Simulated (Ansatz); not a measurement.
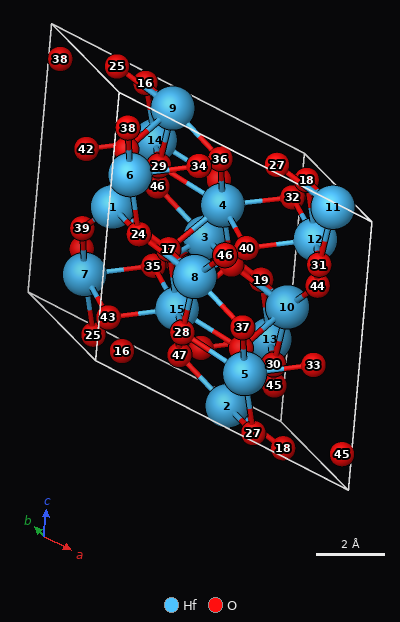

The input geometry (ball-and-stick view of the cell of the calculation, seen slightly off an axis; atoms are numbered from 1 in the order of the input). An atom can appear more than once, as a periodic image.

Geometry relaxation of Hf15O32 (part 1 of 3)

System: Hf15O32 (defect cell, 47 atoms in the cell).
Method: DFT PBE, scalar-relativistic, plane waves, PAW, spin-polarised (Ansatz 0.2.0).

The structure derives from an entry of the Crystallography Open Database. Figures and captions count atoms from 1; the log counts them from 0 in places.

Output
```
settings of this run that can trade accuracy for cost: output.eigenvalues: false. Do not mix this run's numbers with those of runs without the same settings; the input reference describes each key
Engine: ansatz 0.2.0, aarch64-unknown-linux-gnu
Pseudopotentials: kind: paw
Pseudopotential: Hf, paw, valence charge 26, recommended cutoff 420 eV (normal), Hf.paw.azcp
Pseudopotential: O, paw, valence charge 6, recommended cutoff 420 eV (normal), O.paw.azcp
Functional definition: PBE
  parameter kappa = 0.804
  parameter beta = 0.06672455060314922
  exchange = pbe_x(kappa = kappa, mu = beta*pi^2/3)
  correlation = pbe_c(beta = beta)
Crystal: 47 atoms, lattice volume = 553.513 Å³
Basis set: ecut = 420 eV, 10821 PW (Γ), exchange–correlation on 120×120×128 points (8 copies of the dense FFT grid, shifted against one another)
Bands: 351, of which v1, the nominal top of the filled ones, is band 291 counted from 1 (290 counted from 0)
Symmetry: 1 space group operations
Space group: P1 (ITA 1), of the structure as read, at distance tolerance 8.2e-5 Å
Magnetic group: BNS 1.1 (UNI 1), of the structure as read, at distance tolerance 8.2e-5 Å
k-points: 8
Non-local potential: Hf, projectors of the file, l = 0: 3, l = 1: 2, l = 2: 2, l = 3: 3
Non-local potential: O, projectors of the file, l = 0: 2, l = 1: 2, l = 2: 1
PAW form: soft (Blöchl's): semilocal exchange-correlation on the pseudo side does not see the compensation charge
PAW one-centre angular grid: Hf, 590 points (default); XC on 64 Gauss nodes
PAW one-centre angular grid: O, 110 points (default); XC on 64 Gauss nodes
Initial density: superposition of atomic densities (chi_scale 0.1, normalization cell, long waves kept (reshape's long-wave potential 0.42 eV rms))
Starting moments: Σ|m| = 3 μB on 6 of 47 sites
Initial wavefunctions: pseudopotential atomic-orbital guess
Functional: x = pbe(κ = 0.804, μ = 0.2195149727645171), c = pbe(β = 0.06672455060314922)
SCF iter   1: F=—  HF=-254067.224781 eV  |F-HF|=—  |Δ(HF+E_count)|=         —  Δρ=5.96e-2 (↑5.17e-2 ↓5.96e-2)  dr2=9.24e1  dr2_m=7.13e-1  M=3.990 μB ∫|m|=4.198 μB  β_m=0.30  ethr=3.10e-3  ⟨swp⟩=6.0  Hψ=17189  notcnv=0  defer=375
Mixer restart at iter 1: flushing history
preconditioner: auto → Kerker (q_TF=auto, 2.751 Å⁻¹)  [metal: Δε(μ)=0.005 eV  Ē_g=18.641 eV  σ=0.050 eV  W_gap=0.05  n_scr=202 (ndim 8)  ℏωp=37.1 eV  f_vac=0.019  D(μ)=7.32/eV (n_scr^D=34)]
spin=Collinear: Kerker preconditioning applied to the charge; magnetization (m = ρ↑ − ρ↓) channel mixes plain (no charge-response kernel on spin).
SCF iter   2: F=—  HF=-254054.312825 eV  |F-HF|=—  |Δ(HF+E_count)|=    1.29e1  Δρ=3.85e-2 (↑3.16e-2 ↓3.85e-2)  dr2=4.30e1  dr2_m=5.29e-1  M=4.000 μB ∫|m|=4.202 μB  β_m=0.50  ethr=3.10e-3  ⟨swp⟩=2.5  Hψ=9892  notcnv=0  defer=823
SCF iter   3: F=—  HF=-254047.082828 eV  |F-HF|=—  |Δ(HF+E_count)|=    7.23e0  Δρ=2.31e-2 (↑1.62e-2 ↓2.31e-2)  dr2=1.43e1  dr2_m=2.04e-1  M=3.635 μB ∫|m|=3.933 μB  β_m=0.54  ethr=3.10e-3  ⟨swp⟩=2.5  Hψ=9889  notcnv=0  defer=834
SCF iter   4: F=—  HF=-254047.909140 eV  |F-HF|=—  |Δ(HF+E_count)|=   8.26e-1  Δρ=1.09e-2 (↑1.02e-2 ↓1.09e-2)  dr2=4.62e0  dr2_m=2.88e-2  M=4.000 μB ∫|m|=4.244 μB  β_m=0.59  ethr=2.46e-3  ⟨swp⟩=2.2  Hψ=9844  notcnv=0  defer=848
SCF iter   5: F=—  HF=-254047.709687 eV  |F-HF|=—  |Δ(HF+E_count)|=   1.99e-1  Δρ=1.33e-2 (↑5.52e-3 ↓1.33e-2)  dr2=2.40e0  dr2_m=2.19e-1  M=4.000 μB ∫|m|=4.300 μB  β_m=0.62  ethr=7.93e-4  ⟨swp⟩=2.5  Hψ=10787  notcnv=0  defer=848
SCF iter   6: F=—  HF=-254047.614486 eV  |F-HF|=—  |Δ(HF+E_count)|=   9.52e-2  Δρ=6.12e-3 (↑3.24e-3 ↓6.12e-3)  dr2=8.11e-1  dr2_m=5.08e-2  M=4.000 μB ∫|m|=4.315 μB  β_m=0.75  ethr=4.12e-4  ⟨swp⟩=2.5  Hψ=9004  notcnv=0  defer=848
SCF iter   7: F=—  HF=-254047.613214 eV  |F-HF|=—  |Δ(HF+E_count)|=         —  Δρ=3.57e-3 (↑2.43e-3 ↓3.57e-3)  dr2=2.87e-1  dr2_m=2.67e-2  M=4.000 μB ∫|m|=4.339 μB  β_m=0.75  ethr=1.39e-4  ⟨swp⟩=2.1  Hψ=9456  notcnv=0  defer=847
Mixer restart at iter 7: flushing history
SCF iter   8: F=—  HF=-254047.606032 eV  |F-HF|=—  |Δ(HF+E_count)|=         —  Δρ=2.70e-3 (↑1.50e-3 ↓2.70e-3)  dr2=1.58e-1  dr2_m=1.17e-2  M=4.000 μB ∫|m|=4.331 μB  β_m=0.75  ethr=4.93e-5  ⟨swp⟩=2.3  Hψ=9328  notcnv=0  defer=838
Mixer restart at iter 8: flushing history
SCF iter   9: F=—  HF=-254047.607985 eV  |F-HF|=—  |Δ(HF+E_count)|=   1.95e-3  Δρ=1.85e-3 (↑9.81e-4 ↓1.85e-3)  dr2=8.64e-2  dr2_m=5.70e-3  M=4.000 μB ∫|m|=4.327 μB  β_m=0.81  ethr=2.72e-5  ⟨swp⟩=2.0  Hψ=9026  notcnv=0  defer=838
SCF iter  10: F=—  HF=-254047.616387 eV  |F-HF|=—  |Δ(HF+E_count)|=   8.40e-3  Δρ=1.22e-3 (↑7.14e-4 ↓1.22e-3)  dr2=3.98e-2  dr2_m=2.13e-3  M=4.000 μB ∫|m|=4.324 μB  β_m=0.73  ethr=1.48e-5  ⟨swp⟩=2.0  Hψ=9085  notcnv=0  defer=838
SCF iter  11: F=—  HF=-254047.606361 eV  |F-HF|=—  |Δ(HF+E_count)|=   1.00e-2  Δρ=1.05e-3 (↑6.15e-4 ↓1.05e-3)  dr2=2.35e-2  dr2_m=1.95e-3  M=4.000 μB ∫|m|=4.321 μB  β_m=0.87  ethr=6.84e-6  ⟨swp⟩=2.0  Hψ=10332  notcnv=0  defer=838
SCF iter  12: F=—  HF=-254047.605810 eV  |F-HF|=—  |Δ(HF+E_count)|=   5.51e-4  Δρ=5.13e-4 (↑3.03e-4 ↓5.13e-4)  dr2=9.77e-3  dr2_m=2.59e-4  M=4.000 μB ∫|m|=4.322 μB  β_m=0.93  ethr=4.04e-6  ⟨swp⟩=2.4  Hψ=8965  notcnv=0  defer=838
SCF iter  13: F=—  HF=-254047.606129 eV  |F-HF|=—  |Δ(HF+E_count)|=   3.19e-4  Δρ=4.36e-4 (↑4.08e-4 ↓4.36e-4)  dr2=5.34e-3  dr2_m=1.51e-4  M=4.000 μB ∫|m|=4.323 μB  β_m=0.85  ethr=1.68e-6  ⟨swp⟩=2.0  Hψ=9337  notcnv=0  defer=838
SCF iter  14: F=—  HF=-254047.605603 eV  |F-HF|=—  |Δ(HF+E_count)|=   5.26e-4  Δρ=1.39e-4 (↑1.21e-4 ↓1.39e-4)  dr2=4.19e-4  dr2_m=1.70e-5  M=4.000 μB ∫|m|=4.324 μB  β_m=0.83  ethr=9.17e-7  ⟨swp⟩=2.0  Hψ=9152  notcnv=0  defer=838
SCF iter  15: F=—  HF=-254047.605605 eV  |F-HF|=—  |Δ(HF+E_count)|=   1.96e-6  Δρ=9.26e-5 (↑4.79e-5 ↓9.26e-5)  dr2=7.57e-5  dr2_m=1.13e-5  M=4.000 μB ∫|m|=4.324 μB  β_m=0.91  ethr=7.21e-8  ⟨swp⟩=2.0  Hψ=9319  notcnv=0  defer=838
SCF iter  16: F=—  HF=-254047.605619 eV  |F-HF|=—  |Δ(HF+E_count)|=   1.46e-5  Δρ=4.94e-5 (↑3.08e-5 ↓4.94e-5)  dr2=3.35e-5  dr2_m=3.16e-6  M=4.000 μB ∫|m|=4.324 μB  β_m=0.87  ethr=1.30e-8  ⟨swp⟩=2.0  Hψ=10260  notcnv=0  defer=838
SCF iter  17: F=—  HF=-254047.605621 eV  |F-HF|=—  |Δ(HF+E_count)|=   1.98e-6  Δρ=9.24e-5 (↑1.85e-5 ↓9.24e-5)  dr2=5.55e-5  dr2_m=9.86e-6  M=4.000 μB ∫|m|=4.324 μB  β_m=0.79  ethr=5.76e-9  ⟨swp⟩=2.0  Hψ=17627  notcnv=0
SCF iter  18: F=—  HF=-254047.605618 eV  |F-HF|=—  |Δ(HF+E_count)|=   3.65e-6  Δρ=7.58e-5 (↑1.07e-5 ↓7.58e-5)  dr2=3.97e-5  dr2_m=7.35e-6  M=4.000 μB ∫|m|=4.324 μB  β_m=0.90  ethr=5.76e-9  ⟨swp⟩=4.0  Hψ=15057  notcnv=0
SCF iter  19: F=-254047.605610 eV  HF=-254047.605617 eV  |F-HF|=6.64e-6  |Δ(HF+E_count)|=   7.90e-7  Δρ=3.24e-5 (↑9.20e-6 ↓3.24e-5)  dr2=9.02e-6  dr2_m=1.36e-6  M=4.000 μB ∫|m|=4.324 μB  ethr=5.76e-9  ⟨swp⟩=3.0  Hψ=12670  notcnv=0
SCF 1 converged in 19 iterations: F = -254047.605610 eV  dr2 = 9.02e-6
  greatest PAW one-centre occupation: 0.999 electrons in one spin orbital (limit 2), on the Hf atom at site 7 (counted from 0), in its partial waves of l = 0
relax step   1: F+E_penalty+E_count = -254047.60561018 eV  Δ(F+E_penalty+E_count) = +0.000e0 eV  max|allowed force component| = 1.509e0 eV/Å  Δτ_max = 0.0000 Å  (19 SCF iters, dr2 threshold 6.25e-5 eV, accepted)
Initial density: handed on by an earlier stage of this run
Starting moments: Σ|m| = 3 μB on 6 of 47 sites; this step starts from the density that it was given
Initial wavefunctions: those handed on with the density
iter 1 solved again at ethr=2.14e-4 eV; its pass at ethr=3.10e-3 eV (dr2=1.24e0 eV) is discarded
SCF iter   1: F=—  HF=-254048.254578 eV  |F-HF|=—  |Δ(HF+E_count)|=         —  Δρ=1.54e-2 (↑6.14e-3 ↓1.54e-2)  dr2=1.26e0  dr2_m=3.44e-1  M=3.910 μB ∫|m|=4.264 μB  β_m=0.30  ethr=2.14e-4  ⟨swp⟩=1.4  Hψ=16943  notcnv=0  defer=824
preconditioner: auto → Kerker (q_TF=auto, 2.751 Å⁻¹)  [metal: Δε(μ)=0.007 eV  Ē_g=17.857 eV  σ=0.050 eV  W_gap=0.08  n_scr=202 (ndim 8)  ℏωp=37.1 eV  f_vac=0.095  D(μ)=14.11/eV (n_scr^D=90)]
spin=Collinear: Kerker preconditioning applied to the charge; magnetization (m = ρ↑ − ρ↓) channel mixes plain (no charge-response kernel on spin).
SCF iter   2: F=—  HF=-254048.463312 eV  |F-HF|=—  |Δ(HF+E_count)|=   2.09e-1  Δρ=1.09e-2 (↑4.43e-3 ↓1.09e-2)  dr2=6.64e-1  dr2_m=1.89e-1  M=3.960 μB ∫|m|=4.308 μB  β_m=0.62  ethr=2.14e-4  ⟨swp⟩=2.0  Hψ=5811  notcnv=0  defer=826
SCF iter   3: F=—  HF=-254048.651289 eV  |F-HF|=—  |Δ(HF+E_count)|=   1.88e-1  Δρ=3.18e-3 (↑1.49e-3 ↓3.18e-3)  dr2=2.51e-1  dr2_m=1.19e-2  M=3.991 μB ∫|m|=4.352 μB  β_m=0.66  ethr=1.14e-4  ⟨swp⟩=2.0  Hψ=9354  notcnv=0  defer=826
SCF iter   4: F=—  HF=-254048.614500 eV  |F-HF|=—  |Δ(HF+E_count)|=         —  Δρ=1.43e-3 (↑1.04e-3 ↓1.43e-3)  dr2=9.05e-2  dr2_m=2.30e-3  M=3.999 μB ∫|m|=4.375 μB  β_m=0.66  ethr=4.31e-5  ⟨swp⟩=2.0  Hψ=6983  notcnv=0  defer=826
Mixer restart at iter 4: flushing history
SCF iter   5: F=—  HF=-254048.612702 eV  |F-HF|=—  |Δ(HF+E_count)|=   1.80e-3  Δρ=1.16e-3 (↑6.83e-4 ↓1.16e-3)  dr2=4.51e-2  dr2_m=1.82e-3  M=3.999 μB ∫|m|=4.378 μB  β_m=0.60  ethr=1.56e-5  ⟨swp⟩=1.0  Hψ=5775  notcnv=0  defer=826
SCF iter   6: F=—  HF=-254048.616172 eV  |F-HF|=—  |Δ(HF+E_count)|=   3.47e-3  Δρ=8.28e-4 (↑4.53e-4 ↓8.28e-4)  dr2=1.29e-2  dr2_m=1.22e-3  M=4.000 μB ∫|m|=4.379 μB  β_m=0.73  ethr=7.75e-6  ⟨swp⟩=2.0  Hψ=9002  notcnv=0  defer=826
SCF iter   7: F=—  HF=-254048.615628 eV  |F-HF|=—  |Δ(HF+E_count)|=   5.44e-4  Δρ=5.62e-4 (↑3.81e-4 ↓5.62e-4)  dr2=4.78e-3  dr2_m=5.44e-4  M=4.000 μB ∫|m|=4.380 μB  β_m=0.73  ethr=2.22e-6  ⟨swp⟩=2.0  Hψ=10246  notcnv=0  defer=826
SCF iter   8: F=—  HF=-254048.615018 eV  |F-HF|=—  |Δ(HF+E_count)|=   6.10e-4  Δρ=2.64e-4 (↑1.46e-4 ↓2.64e-4)  dr2=1.90e-3  dr2_m=9.82e-5  M=4.000 μB ∫|m|=4.378 μB  β_m=0.87  ethr=8.21e-7  ⟨swp⟩=2.0  Hψ=9056  notcnv=0  defer=826
SCF iter   9: F=—  HF=-254048.615127 eV  |F-HF|=—  |Δ(HF+E_count)|=   1.09e-4  Δρ=1.98e-4 (↑1.30e-4 ↓1.98e-4)  dr2=8.92e-4  dr2_m=4.89e-5  M=4.000 μB ∫|m|=4.377 μB  β_m=0.93  ethr=3.26e-7  ⟨swp⟩=2.0  Hψ=9096  notcnv=0  defer=826
SCF iter  10: F=—  HF=-254048.615177 eV  |F-HF|=—  |Δ(HF+E_count)|=   5.02e-5  Δρ=1.16e-4 (↑7.73e-5 ↓1.16e-4)  dr2=2.23e-4  dr2_m=1.44e-5  M=4.000 μB ∫|m|=4.377 μB  β_m=0.96  ethr=1.53e-7  ⟨swp⟩=2.0  Hψ=9098  notcnv=0  defer=826
SCF iter  11: F=—  HF=-254048.615194 eV  |F-HF|=—  |Δ(HF+E_count)|=   1.62e-5  Δρ=1.22e-4 (↑5.17e-5 ↓1.22e-4)  dr2=1.57e-4  dr2_m=1.44e-5  M=4.000 μB ∫|m|=4.377 μB  β_m=0.92  ethr=3.83e-8  ⟨swp⟩=2.0  Hψ=9313  notcnv=0  defer=826
iter 12 did not close the SCF: its close was put off for a magnetic moment that had not settled (scf_convergence_deferred on its scf_iter line)
SCF iter  12: F=-254048.615134 eV  HF=-254048.615191 eV  |F-HF|=5.65e-5  |Δ(HF+E_count)|=   2.78e-6  Δρ=8.98e-5 (↑2.02e-5 ↓8.98e-5)  dr2=7.22e-5  dr2_m=9.48e-6  M=4.000 μB ∫|m|=4.377 μB  β_m=0.94  ethr=1.72e-8  ⟨swp⟩=2.4  Hψ=17696  notcnv=0
SCF iter  13: F=-254048.615178 eV  HF=-254048.615190 eV  |F-HF|=1.21e-5  |Δ(HF+E_count)|=   3.47e-7  Δρ=3.79e-5 (↑1.38e-5 ↓3.79e-5)  dr2=1.30e-5  dr2_m=1.96e-6  M=4.000 μB ∫|m|=4.377 μB  ethr=1.24e-8  ⟨swp⟩=2.0  Hψ=19428  notcnv=0
SCF 2 converged in 13 iterations: F = -254048.615178 eV  dr2 = 1.30e-5
  greatest PAW one-centre occupation: 0.999 electrons in one spin orbital (limit 2), on the Hf atom at site 6 (counted from 0), in its partial waves of l = 0
relax step   2: F+E_penalty+E_count = -254048.61517827 eV  Δ(F+E_penalty+E_count) = -1.010e0 eV  max|allowed force component| = 8.044e-1 eV/Å  Δτ_max = 0.1956 Å  (13 SCF iters, dr2 threshold 1.00e-4 eV, accepted)
[... from here on the SCF iterations and repeated set-up lines of each step are left out, up to the last step ...]
SCF 3 converged in 13 iterations: F = -254048.864678 eV  dr2 = 1.10e-5
relax step   3: F+E_penalty+E_count = -254048.86467759 eV  Δ(F+E_penalty+E_count) = -2.495e-1 eV  max|allowed force component| = 3.781e-1 eV/Å  Δτ_max = 0.2000 Å  (13 SCF iters, dr2 threshold 4.04e-5 eV, accepted)
SCF 4 converged in 9 iterations: F = -254048.919402 eV  dr2 = 1.74e-5
relax step   4: F+E_penalty+E_count = -254048.91940224 eV  Δ(F+E_penalty+E_count) = -5.472e-2 eV  max|allowed force component| = 1.733e-1 eV/Å  Δτ_max = 0.0355 Å  (9 SCF iters, dr2 threshold 3.16e-5 eV, accepted)
SCF 5 converged in 10 iterations: F = -254048.935336 eV  dr2 = 2.34e-6
relax step   5: F+E_penalty+E_count = -254048.93533554 eV  Δ(F+E_penalty+E_count) = -1.593e-2 eV  max|allowed force component| = 9.038e-2 eV/Å  Δτ_max = 0.0260 Å  (10 SCF iters, dr2 threshold 6.31e-6 eV, accepted)
SCF 6 converged in 14 iterations: F = -254048.946336 eV  dr2 = 3.81e-8
relax step   6: F+E_penalty+E_count = -254048.94633571 eV  Δ(F+E_penalty+E_count) = -1.100e-2 eV  max|allowed force component| = 6.558e-2 eV/Å  Δτ_max = 0.0410 Å  (14 SCF iters, accepted)
SCF 7 converged in 14 iterations: F = -254048.957258 eV  dr2 = 6.48e-8
relax step   7: F+E_penalty+E_count = -254048.95725793 eV  Δ(F+E_penalty+E_count) = -1.092e-2 eV  max|allowed force component| = 1.309e-1 eV/Å  Δτ_max = 0.0772 Å  (14 SCF iters, accepted)
SCF 8 converged in 10 iterations: F = -254048.967007 eV  dr2 = 3.93e-6
relax step   8: F+E_penalty+E_count = -254048.96700717 eV  Δ(F+E_penalty+E_count) = -9.749e-3 eV  max|allowed force component| = 1.372e-1 eV/Å  Δτ_max = 0.0971 Å  (10 SCF iters, dr2 threshold 9.02e-6 eV, accepted)
SCF 9 converged in 10 iterations: F = -254048.977951 eV  dr2 = 5.50e-6
relax step   9: F+E_penalty+E_count = -254048.97795134 eV  Δ(F+E_penalty+E_count) = -1.094e-2 eV  max|allowed force component| = 1.668e-1 eV/Å  Δτ_max = 0.1310 Å  (10 SCF iters, dr2 threshold 1.88e-5 eV, accepted)
SCF 10 converged in 9 iterations: F = -254048.987220 eV  dr2 = 1.32e-5
relax step  10: F+E_penalty+E_count = -254048.98722002 eV  Δ(F+E_penalty+E_count) = -9.269e-3 eV  max|allowed force component| = 9.884e-2 eV/Å  Δτ_max = 0.0348 Å  (9 SCF iters, dr2 threshold 2.78e-5 eV, accepted)
SCF 11 converged in 11 iterations: F = -254048.938395 eV  dr2 = 4.24e-7
relax step  11: F+E_penalty+E_count = -254048.93839499 eV  Δ(F+E_penalty+E_count) = +4.883e-2 eV  max|allowed force component| = 3.737e-1 eV/Å  Δτ_max = 0.1622 Å  (11 SCF iters, dr2 threshold 3.43e-6 eV, rejected (line search))
SCF 12 converged in 12 iterations: F = -254048.991067 eV  dr2 = 2.25e-8
relax step  12: F+E_penalty+E_count = -254048.99106724 eV  Δ(F+E_penalty+E_count) = -3.847e-3 eV  max|allowed force component| = 5.101e-2 eV/Å  Δτ_max = 0.0465 Å  (12 SCF iters, accepted)
SCF 13 converged in 11 iterations: F = -254048.960980 eV  dr2 = 5.87e-8
relax step  13: F+E_penalty+E_count = -254048.96097953 eV  Δ(F+E_penalty+E_count) = +3.009e-2 eV  max|allowed force component| = 2.783e-1 eV/Å  Δτ_max = 0.1000 Å  (11 SCF iters, rejected (line search))
```
